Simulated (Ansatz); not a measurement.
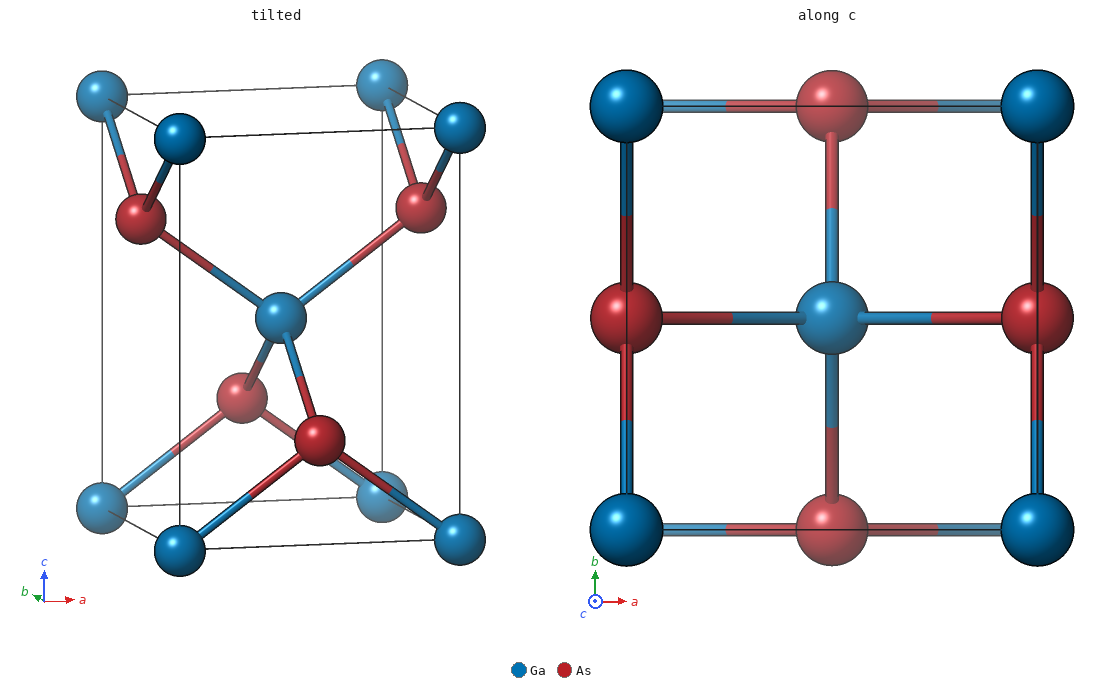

We look at a ball-and-stick model of the crystal slightly off an axis and along the c axis. The conventional unit cell is drawn as a box.

GaAs, space group Imm2 (No. 44), a = 3.946 Å, b = 4.067 Å, c = 5.666 Å, α = 90.00°, β = 90.00°, γ = 90.00°. The structure comes from a structure type filled with these elements by a generator (whether the compound takes this form wasn't checked). The cell was then strained or its atoms displaced on purpose. An electronic-structure calculation with Ansatz was run on it.

This one geometry was computed with Ansatz (DFT, plane waves, PAW) at three levels of theory: r2SCAN, PBE and HSE06. It was relaxed with r2SCAN and then strained.

**Which level gives the highest pressure at this volume, and what does that say about its equilibrium volume?**

Highest: PBE (2.8 GPa), which points to the largest equilibrium volume. Lowest, with the smallest volume: r2SCAN (0.0 GPa). Levels within 0.5 GPa of each other can't be told apart.

**How does the band gap change with the level of theory?**

PBE: a gap of 0.34 eV, direct; r2SCAN: a gap of 0.82 eV, direct; HSE06: a gap of 1.22 eV, direct.

**Collect the results in a table.**

| level | cutoff (eV) | k-mesh of the run's cell | gap (eV) | pressure (GPa) |
| --- | --- | --- | --- | --- |
| r2SCAN | 500 | 8×8×8 | 0.82 | 0.0 |
| PBE | 420 | 8×8×8 | 0.34 | 2.8 |
| HSE06 | 420 | 6×6×6 | 1.22 | 0.7 |

Gaps are taken on the k-mesh or band path of each run.
